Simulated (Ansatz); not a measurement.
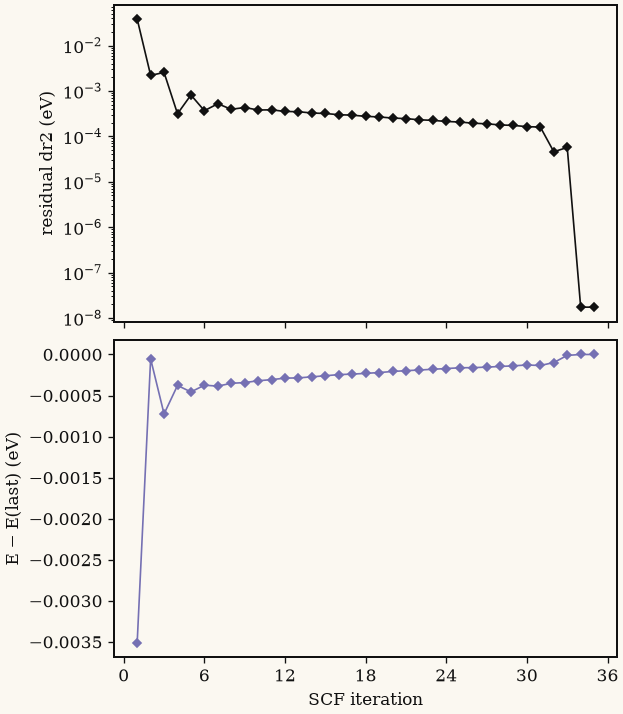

The plot shows the SCF iterations of a calculation: density residual dr2, Harris–Foulkes energy less its last value. The starting density is a sum of atomic densities corrected by a trained network.

WSe₂ (3 atoms in the cell), run with Ansatz.

```
crystal:
  lattice:
    - [0.0, 3.0924832564, 3.0924832564]
    - [3.0924832564, 0.0, 3.0924832564]
    - [3.0924832564, 3.0924832564, 0.0]
  atoms:
    - { symbol: W, position: [0.0, 0.0, 0.0] }
    - { symbol: Se, position: [0.25, 0.25, 0.25] }
    - { symbol: Se, position: [0.75, 0.75, 0.75] }
kpoints:
  mp_grid: { grid: [6, 6, 6] }
hamiltonian:
  xc: pbesol
scf:
  occupations: { method: fermi_dirac, width: 0.02 }
  n_extra_bands: 4
  mixing: { ndim: 1 }
  max_iter: 82
output:
  forces: true
  stress: true
  eigenvalues: true
```

Command:
```bash
ansatz run input.yaml --threads 4 --pin off --max-ram 3686MiB --backend cpu --events-out ev --progress --plain --runs-dir out
```

Q: Did the calculation converge?

A: Converged, in 35 iterations. Up to iteration 31 density mixing fails to converge: the residual stalls around 3 × 10⁻⁴ from about step 4 on. After iteration 31 the program gave up density mixing and went on by direct minimisation of the free energy, which closed the SCF.
